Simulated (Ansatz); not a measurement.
Ti (Im-3m, No. 229): the geometry given to an electronic-structure calculation, possibly off equilibrium; the starting structure was generated, so it need not be a known form of this composition.

```
CELL_PARAMETERS angstrom
3.28057 0.00000 0.00000
0.00000 3.28057 0.00000
0.00000 0.00000 3.28057
ATOMIC_POSITIONS crystal
Ti 0.00000 0.00000 0.00000
Ti 0.50000 0.50000 0.50000
```

What will an iDPC-like image along [111] show? Simulated as the projected potential of neutral atoms (B = 0.5 Å²) blurred by a 1.09 Å probe, the thin-sample limit of integrated differential phase contrast. The speckle of an amorphous layer was added.

Answer. The columns repeat on a hexagonal net with a repeat of 2.68 Å (plane group p6mm). All columns are alike (Ti). The shortest distance between visible columns is 2.68 Å in projection. Along the beam the structure repeats every 2.84 Å.

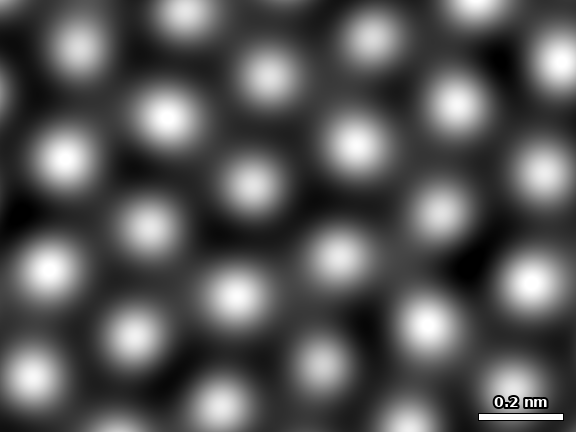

The simulated image.
